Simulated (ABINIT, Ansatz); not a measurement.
**Quasiparticle gap of BaTiO3 (P4mm) in ABINIT**

Aim: the G0W0 gap of BaTiO3 (P4mm) on PBE, step by step.

Program: ABINIT 10.8.3. Level of theory: PBE and many-body steps on it, plane waves. Results are calculated unless marked as measured.

The database entry behind the starting cell differs from later determinations by our own check (c/a about 0.6 % short), so it need not match the best structure at ambient conditions.

### Step 1. Starting point

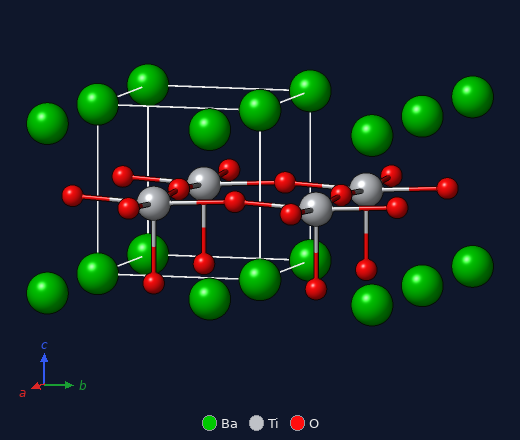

The starting structure, seen slightly off an axis (barium green, titanium light grey, oxygen red). 2×2×1 cells are drawn. Some periodic images of atoms are drawn too.

The cell and positions come from the Crystallography Open Database and are kept as given unless a step says otherwise. Spin-orbit coupling is left out unless a step names it.

### Step 2. Ground state

This step: ABINIT 10.8.3; DFT, PBE, plane waves, norm-conserving pseudopotentials.

The ground-state density comes first.

run.abi

```
acell 3*1.0 Angstrom
rprim 
  3.999800000000 0.000000000000 0.000000000000
  0.000000000000 3.999800000000 0.000000000000
  0.000000000000 0.000000000000 4.018000000000
ntypat 3
znucl 56 22 8
natom 5
typat 1 2 3 3 3
xred 
  0.000000000000 0.000000000000 0.000000000000
  0.500000000000 0.500000000000 0.490000000000
  0.500000000000 0.500000000000 0.019000000000
  0.500000000000 0.000000000000 0.517000000000
  0.000000000000 0.500000000000 0.517000000000
pp_dirpath "pseudos"
pseudos "Ba.upf, Ti.upf, O.upf"
ecut 38
ngkpt 6 6 6
nshiftk 1
shiftk 0 0 0
kptopt 1
chksymbreak 0
nband 26
occopt 1
tolvrs 1e-10
nstep 60
prtwf 0
optforces 0
optstress 0
indata_prefix "in"
outdata_prefix "out"
tmpdata_prefix "tmp"
```

Started as:

```
OMP_NUM_THREADS=1 mpirun -n 16 abinit run.abi > log
```

Numbers of over 12 decimals in the logs are rounded to 6 here.

The program printed:

```text
.Version 10.8.3 of ABINIT. v10.8.2 released Aug 2026.

 Symmetries : space group P4 m m (# 99); Bravais tP (primitive tetrag.)
================================================================================
 Values of the parameters that define the memory need of the present run
     intxc =       0    ionmov =       0      iscf =       7    lmnmax =       6
     lnmax =       6     mgfft =      45  mpssoang =       3    mqgrid =    3001
     natom =       5  nloc_mem =       1    nspden =       1   nspinor =       1
    nsppol =       1      nsym =       8    n1xccc =    2501    ntypat =       3
    occopt =       1   xclevel =       2
-    mband =          26        mffmem =           1         mkmem =           3
       mpw =        4870          nfft =       91125          nkpt =          40
================================================================================
  Rough estimation (10% accuracy) of disk space for files :
================================================================================

--------------------------------------------------------------------------------
------------- Echo of variables that govern the present computation ------------
--------------------------------------------------------------------------------
 -outvars: echo values of preprocessed input variables --------
            acell      1.8897261259E+00  1.8897261259E+00  1.8897261259E+00 Bohr

      chksymbreak           0
             ecut      3.80000000E+01 Hartree
-          fftalg         312

              ixc     -101130
              kpt      0.00000000E+00  0.00000000E+00  0.00000000E+00
                       1.66666667E-01  0.00000000E+00  0.00000000E+00
                       3.33333333E-01  0.00000000E+00  0.00000000E+00
                       5.00000000E-01  0.00000000E+00  0.00000000E+00
                       1.66666667E-01  1.66666667E-01  0.00000000E+00
                       3.33333333E-01  1.66666667E-01  0.00000000E+00
                       5.00000000E-01  1.66666667E-01  0.00000000E+00
                       3.33333333E-01  3.33333333E-01  0.00000000E+00
                       5.00000000E-01  3.33333333E-01  0.00000000E+00
   [... 29 further rows ...]
                       5.00000000E-01  3.33333333E-01  5.00000000E-01
                       5.00000000E-01  5.00000000E-01  5.00000000E-01
         kptrlatt        6    0    0      0    6    0      0    0    6
          kptrlen      4.53511594E+01
P           mkmem           3
            natom           5
            nband          26
            ngfft          45      45      45
             nkpt          40
            nstep          60
             nsym           8
           ntypat           3
              occ      2.000000  2.000000  2.000000  2.000000  2.000000  2.000000
                       2.000000  2.000000  2.000000  2.000000  2.000000  2.000000
                       2.000000  2.000000  2.000000  2.000000  2.000000  2.000000
                       2.000000  2.000000  0.000000  0.000000  0.000000  0.000000
                       0.000000  0.000000
        optforces           0
        optstress           0
            prtwf           0
            rprim      3.9998000000E+00  0.0000000000E+00  0.0000000000E+00
[...]
spgroup          99

           tolvrs      1.00000000E-10

             xred      0.0000000000E+00  0.0000000000E+00  0.0000000000E+00
[...]
znucl       56.00000   22.00000    8.00000

================================================================================

 chkinp: Checking input parameters for consistency.

================================================================================
== DATASET  1 ==================================================================
-   mpi_nproc: 16, omp_nthreads: 1 (-1 if OMP is not activated)
-    --> not optimal distribution: autoparal keyword recommended in input file <--

--- !DatasetInfo
iteration_state: {dtset: 1, }
dimensions: {natom: 5, nkpt: 40, mband: 26, nsppol: 1, nspinor: 1, nspden: 1, mpw: 4870, }
cutoff_energies: {ecut:  38.0, pawecutdg:  -1.0, }
electrons: {nelect:   4.00000000E+01, charge:   0.00000000E+00, occopt:   1.00000000E+00, tsmear:   1.00000000E-02, }

 Real(R)+Recip(G) space primitive vectors, cartesian coordinates (Bohr,Bohr^-1):
 R(1)=  7.5585266  0.0000000  0.0000000  G(1)=  0.1323009  0.0000000  0.0000000
 R(2)=  0.0000000  7.5585266  0.0000000  G(2)=  0.0000000  0.1323009  0.0000000
 R(3)=  0.0000000  0.0000000  7.5929196  G(3)=  0.0000000  0.0000000  0.1317016
 Unit cell volume ucvol=  4.3379355E+02 bohr^3
 Angles (23,13,12)=  9.00000000E+01  9.00000000E+01  9.00000000E+01 degrees

 getcut: wavevector=  0.0000  0.0000  0.0000  ngfft=  45  45  45
         ecut(hartree)=     38.000   => boxcut(ratio)=   2.08827

--- Pseudopotential description ------------------------------------------------
- Ba Generated using ONCVPSP code by D. R. Hamann
- 56.00000  10.00000  171031                  znucl, zion, pspdat
12 -101130 2 -1 1958                          pspcod,pspxc,lmax,lloc,mmax
     nproj     2     2     2
  pspatm : epsatm=   26.75150155
         --- l  ekb(1:nproj) -->
[...]
pspatm: atomic psp has been read  and splines computed

- Ti Generated using ONCVPSP code by D. R. Hamann
- 22.00000  12.00000  171031                  znucl, zion, pspdat
12 -101130 2 -1 1586                          pspcod,pspxc,lmax,lloc,mmax
     nproj     2     2     2
  pspatm : epsatm=   14.68144553
         --- l  ekb(1:nproj) -->
[...]
pspatm: atomic psp has been read  and splines computed

- O Generated using ONCVPSP code by D. R. Hamann
-  8.00000   6.00000  171031                  znucl, zion, pspdat
12 -101130 2 -1 936                           pspcod,pspxc,lmax,lloc,mmax
     nproj     2     2     1
  pspatm : epsatm=    6.19545534
         --- l  ekb(1:nproj) -->
[...]
2   -1.331955
 pspatm: atomic psp has been read  and splines computed

   2.40077252E+03                                ecore*ucvol(ha*bohr**3)
--------------------------------------------------------------------------------

_setup2: Arith. and geom. avg. npw (full set) are    4853.144    4853.130

================================================================================

--- !BeginCycle
iteration_state: {dtset: 1, }
solver: {iscf: 7, nstep: 60, nline: 4, wfoptalg: 0, }
tolerances: {tolvrs: 1.00E-10, }

     iter   Etot(hartree)      deltaE(h)  residm     vres2
 ETOT  1  -136.74702743022    -1.367E+02 9.336E-02 1.935E+03
 ETOT  2  -127.17103026230     9.576E+00 1.298E-01 3.590E+04
 ETOT  3  -137.29092020010    -1.012E+01 4.830E-02 5.503E+02
 ETOT  4  -137.30915257661    -1.823E-02 1.085E-01 3.635E+02
 ETOT  5  -137.36275512672    -5.360E-02 2.002E-02 1.113E+02
 ETOT  6  -137.38082547403    -1.807E-02 1.842E-02 2.380E+01
 ETOT  7  -137.38517000249    -4.345E-03 3.489E-02 3.044E+00
 ETOT  8  -137.38541730655    -2.473E-04 6.060E-03 1.843E+00
 ETOT  9  -137.38577540460    -3.581E-04 4.699E-03 1.982E-01
 ETOT 10  -137.38581686400    -4.146E-05 6.224E-03 4.499E-03
 ETOT 11  -137.38581780632    -9.423E-07 6.059E-03 1.181E-04
 ETOT 12  -137.38581782532    -1.900E-08 4.057E-03 1.729E-05
 ETOT 13  -137.38581782918    -3.860E-09 1.931E-03 1.939E-07
 ETOT 14  -137.38581782923    -5.102E-11 1.177E-03 5.190E-10
 ETOT 15  -137.38581782922     6.708E-12 8.115E-04 3.578E-11

 At SCF step   15       vres2   =  3.58E-11 < tolvrs=  1.00E-10 =>converged.

--- !ResultsGS
iteration_state: {dtset: 1, }
comment   : Summary of ground state results
lattice_vectors:
- [  7.5585266,   0.0000000,   0.0000000, ]
- [  0.0000000,   7.5585266,   0.0000000, ]
- [  0.0000000,   0.0000000,   7.5929196, ]
lattice_lengths: [   7.55853,    7.55853,    7.59292, ]
lattice_angles: [ 90.000,  90.000,  90.000, ] # degrees, (23, 13, 12)
lattice_volume:   4.3379355E+02
convergence: {deltae:  6.708E-12, res2:  3.578E-11, residm:  8.115E-04, diffor:  0.000E+00, }
etotal    :  -1.37385818E+02
entropy   :   0.00000000E+00
fermie    :   2.43749078E-01
cartesian_stress_tensor: null
pressure_GPa: null
xred      :
- [  0.0000E+00,   0.0000E+00,   0.0000E+00, Ba]
- [  5.0000E-01,   5.0000E-01,   4.9000E-01, Ti]
- [  5.0000E-01,   5.0000E-01,   1.9000E-02,  O]
- [  5.0000E-01,   0.0000E+00,   5.1700E-01,  O]
- [  0.0000E+00,   5.0000E-01,   5.1700E-01,  O]
cartesian_forces: null
force_length_stats: {min: null, max: null, mean: null, }

 Integrated electronic density in atomic spheres:
 ------------------------------------------------
 Atom  Sphere_radius  Integrated_density
[...]
================================================================================

 ----iterations are completed or convergence reached----

 Mean square residual over all n,k,spin=   49.533E-07; max=  81.145E-05
 reduced coordinates (array xred) for    5 atoms
       0.000000000000      0.000000000000      0.000000000000
       0.500000000000      0.500000000000      0.490000000000
       0.500000000000      0.500000000000      0.019000000000
       0.500000000000      0.000000000000      0.517000000000
       0.000000000000      0.500000000000      0.517000000000
 rms dE/dt=  0.0000E+00; max dE/dt=  0.0000E+00; dE/dt below (all hartree)
    1       0.000000000000      0.000000000000      0.000000000000
    2       0.000000000000      0.000000000000      0.000000000000
    3       0.000000000000      0.000000000000      0.000000000000
    4       0.000000000000      0.000000000000      0.000000000000
    5       0.000000000000      0.000000000000      0.000000000000

 cartesian coordinates (angstrom) at end:
    1      0.000000     0.000000     0.000000
    2      1.999900     1.999900     1.968820
    3      1.999900     1.999900     0.076342
    4      1.999900     0.000000     2.077306
    5      0.000000     1.999900     2.077306
 length scales=  1.889726125908  1.889726125908  1.889726125908 bohr
              =  1.000000000000  1.000000000000  1.000000000000 angstroms
 prteigrs : about to open file out_EIG
 Fermi (or HOMO) energy (hartree) =   0.24375   Average Vxc (hartree)=  -0.42018
 Eigenvalues (hartree) for nkpt=  40  k points:
 kpt#   1, nband= 26, wtk=  0.00463, kpt=  0.0000  0.0000  0.0000 (reduced coord)
  -1.83423   -0.96189   -0.96079   -0.96079   -0.66794   -0.37542   -0.35158   -0.34946
  -0.12278   -0.12278   -0.12269    0.15812    0.15859    0.15859    0.19852    0.19852
   0.20188    0.23290    0.23345    0.23345    0.31085    0.31864    0.31864    0.39233
   0.39581    0.42938
 prteigrs : prtvol=0 or 1, do not print more k-points.

--- !EnergyTerms
iteration_state     : {dtset: 1, }
comment             : Components of total free energy in Hartree
kinetic             :  6.27179103647970E+01
hartree             :  2.98550045081269E+01
xc                  : -2.80526025380794E+01
Ewald energy        : -1.03499980157244E+02
psp_core            :  5.53436662415721E+00
local_psp           : -1.00646688457197E+02
non_local_psp       : -3.29382817378530E+00
total_energy        : -1.37385817829224E+02
total_energy_eV     : -3.73845855367101E+03
band_energy         : -1.06399168460666E+01

== END DATASET(S) ==============================================================
================================================================================

 -outvars: echo values of variables after computation  --------
           etotal     -1.3738581783E+02
            nband          26
             nkpt          40
          spgroup          99
 [... the other variables as echoed above ...]

 Calculation completed.
```

Run time: 51 s. Hardware: 16 MPI ranks of Arm Neoverse N1, shared host; peak memory 1.2 GiB; 13 min of CPU time.

Numbers from this step:

| Quantity | Value |
| --- | --- |
| total energy | -3738.4586 eV |
| gap | 1.826 eV |
| k of the valence top | 0.5, 0.5, 0.5 |
| k of the conduction bottom | 0, 0, 0 |
| least direct gap | 2.106 eV |

The gap is indirect, with the least direct gap 0.28 eV higher.

### Step 3. Empty states on the mesh, 4×4×4 mesh, 440 bands

The sums over transitions need many empty states on a uniform mesh; this step solves for them.

Changes to run.abi since step 2:

```diff
@@ -18,3 +18,3 @@
 ecut 38
-ngkpt 6 6 6
+ngkpt 4 4 4
 nshiftk 1
@@ -23,9 +23,10 @@
 chksymbreak 0
-nband 26
+irdden 1
+istwfk *1
+nband 440
+prtvol 0
+optdriver 6
+gwr_task "HDIAGO"
+paral_kgb 0
 occopt 1
-tolvrs 1e-10
-nstep 60
-prtwf 0
-optforces 0
-optstress 0
 indata_prefix "in"
```

The program printed:

```text
[banner, memory and clock lines left out]
.Version 10.8.3 of ABINIT. v10.8.2 released Aug 2026.

 Symmetries : space group P4 m m (# 99); Bravais tP (primitive tetrag.)
[... echo of the input left out ...]
== DATASET  1 ==================================================================
-   mpi_nproc: 16, omp_nthreads: 1 (-1 if OMP is not activated)

--- !DatasetInfo
iteration_state: {dtset: 1, }
dimensions: {natom: 5, nkpt: 18, mband: 440, nsppol: 1, nspinor: 1, nspden: 1, mpw: 4929, }
cutoff_energies: {ecut:  38.0, pawecutdg:  -1.0, }
electrons: {nelect:   4.00000000E+01, charge:   0.00000000E+00, occopt:   1.00000000E+00, tsmear:   1.00000000E-02, }

.Using double precision arithmetic; gwpc =  8

- Reading GS density from: in_DEN

--- Pseudopotential description ------------------------------------------------
- Ba Generated using ONCVPSP code by D. R. Hamann
- 56.00000  10.00000  171031                  znucl, zion, pspdat
12 -101130 2 -1 1958                          pspcod,pspxc,lmax,lloc,mmax
     nproj     2     2     2
  pspatm : epsatm=   26.75150155
         --- l  ekb(1:nproj) -->
             0    6.667868    0.674319
             1    5.008801    0.408242
             2    2.532546    0.415477
 pspatm: atomic psp has been read  and splines computed

- Ti Generated using ONCVPSP code by D. R. Hamann
- 22.00000  12.00000  171031                  znucl, zion, pspdat
12 -101130 2 -1 1586                          pspcod,pspxc,lmax,lloc,mmax
     nproj     2     2     2
  pspatm : epsatm=   14.68144553
         --- l  ekb(1:nproj) -->
[...]
pspatm: atomic psp has been read  and splines computed

- O Generated using ONCVPSP code by D. R. Hamann
-  8.00000   6.00000  171031                  znucl, zion, pspdat
12 -101130 2 -1 936                           pspcod,pspxc,lmax,lloc,mmax
     nproj     2     2     1
  pspatm : epsatm=    6.19545534
         --- l  ekb(1:nproj) -->
             0    6.056735    0.824024
             1   -4.717130   -1.149271
             2   -1.331955
 pspatm: atomic psp has been read  and splines computed

   2.40077252E+03                                ecore*ucvol(ha*bohr**3)

 Total charge density [el/Bohr^3]
)     Maximum=    1.3551E+00  at reduced coord.    0.5111    0.5111    0.5778
)     Minimum=    4.1064E-04  at reduced coord.    0.0000    0.0000    0.0000
   Integrated=    4.0000E+01

 === KS gaps after direct diagonalization ===
 Indirect band gap semiconductor
 Fundamental gap:     1.826 (eV)
   VBM:     6.633 (eV) at k: [ 5.0000E-01,  5.0000E-01,  5.0000E-01]
   CBM:     8.459 (eV) at k: [ 0.0000E+00,  0.0000E+00,  0.0000E+00]
 Direct gap:         2.106 (eV) at k: [ 0.0000E+00,  0.0000E+00,  0.0000E+00]

== END DATASET(S) ==============================================================

 -outvars: echo values of variables after computation  --------
           etotal      0.0000000000E+00
            nband         440
             nkpt          18
          spgroup          99
 [... the other variables as echoed above ...]

 Calculation completed.
```

The job ended after 7.3 min (16 MPI ranks; peak memory 21 GiB; 1.9 h of CPU time).

Numbers from this step:

* gap: 1.826 eV
* k of the valence top: 0.5, 0.5, 0.5
* k of the conduction bottom: 0, 0, 0
* least direct gap: 2.106 eV
* k points computed: 18
* lowest point of the top converged band, above the valence top: 184.4447 eV

On this mesh the gap is 1.826 eV.

### Step 4. Screening, 4×4×4 mesh, 432 bands, screening to 272.1 eV

The RPA dielectric matrix is built and inverted for each q.

This step: RPA screening on PBE, plane waves, norm-conserving pseudopotentials.

Changes to run.abi since step 3:

```diff
@@ -23,10 +23,11 @@
 chksymbreak 0
-irdden 1
 istwfk *1
-nband 440
-prtvol 0
-optdriver 6
-gwr_task "HDIAGO"
-paral_kgb 0
 occopt 1
+irdwfk 1
+optdriver 3
+nband 432
+ecuteps 10
+inclvkb 2
+awtr 1
+symchi 1
 indata_prefix "in"
```

The program printed:

```text
.Version 10.8.3 of ABINIT. v10.8.2 released Aug 2026.

 Symmetries : space group P4 m m (# 99); Bravais tP (primitive tetrag.)
[... echo of the input left out ...]
== DATASET  1 ==================================================================
-   mpi_nproc: 16, omp_nthreads: 1 (-1 if OMP is not activated)

--- !DatasetInfo
iteration_state: {dtset: 1, }
dimensions: {natom: 5, nkpt: 18, mband: 432, nsppol: 1, nspinor: 1, nspden: 1, mpw: 4929, }
cutoff_energies: {ecut:  38.0, pawecutdg:  -1.0, }
electrons: {nelect:   4.00000000E+01, charge:   0.00000000E+00, occopt:   1.00000000E+00, tsmear:   1.00000000E-02, }

 SCREENING: Calculation of the susceptibility and dielectric matrices

 Based on a program developped by R.W. Godby, V. Olevano, G. Onida, and L. Reining.
 Incorporated in ABINIT by V. Olevano, G.-M. Rignanese, and M. Torrent.
.Using double precision arithmetic ; gwpc =  8

[... cell and pseudopotentials left out ...]
--------------------------------------------------------------------------------

 ==== K-mesh for the wavefunctions ====
 Number of points in the irreducible wedge :    18
[... list of points left out ...]
 Together with  8 symmetry operations and time-reversal symmetry
 yields    64 points in the full Brillouin Zone.

 ==== Q-mesh for the screening function ====
 Number of points in the irreducible wedge :    18
[... list of points left out ...]
 Together with  8 symmetry operations and time-reversal symmetry
 yields    64 points in the full Brillouin Zone.

 setmesh: FFT mesh size selected  =    32x   32x   32
          total number of points  =        32768

 vcoul_init : cutoff-mode = AUXILIARY_FUNCTION
 q-points for optical limit:   1
     1)      0.000010    0.000020    0.000030

- screening: taking advantage of time-reversal symmetry
- Maximum band index for partially occupied states nbvw = 20
- Remaining bands to be divided among processors   nbcw = 412
- Number of bands treated by each node ~25

 Number of electrons calculated from density =   40.0000; Expected =   40.0000
 average of density, n =  0.092210
 r_s =    1.3731
 omega_plasma =   29.2917 [eV]

 calculating chi0 at frequencies [eV] :
  1    0.000000E+00    0.000000E+00
  2    0.000000E+00    2.929166E+01

--------------------------------------------------------------------------------
  q-point number  1        q = ( 0.000000, 0.000000, 0.000000) [r.l.u.]
--------------------------------------------------------------------------------
[... chi0 elements left out ...]
 For q-point:  0.000010 0.000020 0.000030
  dielectric constant =   6.1634
  dielectric constant without local fields =   6.7474

  Average fulfillment of the sum rule on Im[epsilon] for q-point    1 :     89.11  [%]
[... wings left out ...]
  q-point number  2        q = ( 0.250000, 0.000000, 0.000000) [r.l.u.]
--------------------------------------------------------------------------------
[... chi0 elements left out ...]
  Average fulfillment of the sum rule on Im[epsilon] for q-point    2 :     93.35  [%]

 [... 16 further q-points ...]
```

It took 31 min on 16 MPI ranks; peak memory 10 GiB; 8.3 h of CPU time.

This step gave:

| Quantity | Value |
| --- | --- |
| ε∞ with local fields, on this mesh, along the program's q direction | 6.163 |
| the same without local fields | 6.747 |
| plasma frequency | 29.29 eV |
| plane waves in the screening matrix | 659 |

Local fields lower ε∞ by 9 %. On a Γ-centred mesh this coarse the value itself is usually too large, while a short band sum pulls it down.

(Part 1 of 2 ends here.)

[Paths, hosts, dates, memory and timing lines, banners, echoed tables and standing remarks are left out of the program output.]

[Logs are printed without paths, hosts, clocks, repeated set-up lines and the standing remarks that a program may print on its own settings, such as how far it seeks lower states.]

[Runs of the session that timed out or met a known fault of the program may be left out.]

[Hosts, paths, dates, database ids (printed as entryN), source tags and the programs' standing remarks are cut or masked in the printed files.]

[G0W0 gaps are taken among the corrected bands and points alone; a level outside them can change the order at an edge.]

[Where Ansatz stands beside ABINIT at settings called matched, ABINIT's density can come from a denser mesh and the files from another edition; pairs whose starting gaps differed by over 0.03 eV were left out, so agreement reads better than it is.]
